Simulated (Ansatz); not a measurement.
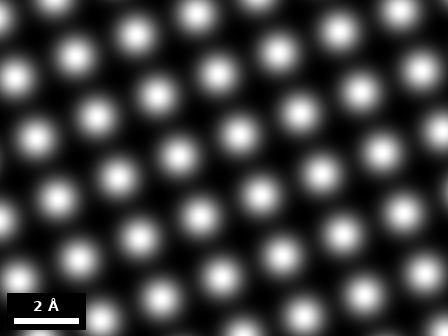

Z-contrast image of a crystal. Simulated incoherent Z contrast: every atom adds Z^1.8 spread by a probe of 1.00 Å full width; channelling and multiple scattering are left out. The probe carries 25 % of its weight in a tail 2.5 times as wide.

**Measure the repeat of the pattern.**

The pattern repeats on a square net with a repeat of 2.0 Å.

**Which plane group does this projection have?**

p4mm: fourfold points with mirror lines through them along the axes and the diagonals.

**How many columns does the smallest repeating cell hold, and how many levels of brightness?**

1 column in the primitive cell of 4.0 Å², all of one brightness.

The crystal is Mo (Fm-3m, No. 225) seen along [001]. Structure: the geometry relaxed with DFT, revPBE, plane waves (420 eV) with PAW, scalar-relativistic (Ansatz 0.2.0); the starting structure was generated, so it need not be a known form of this composition.
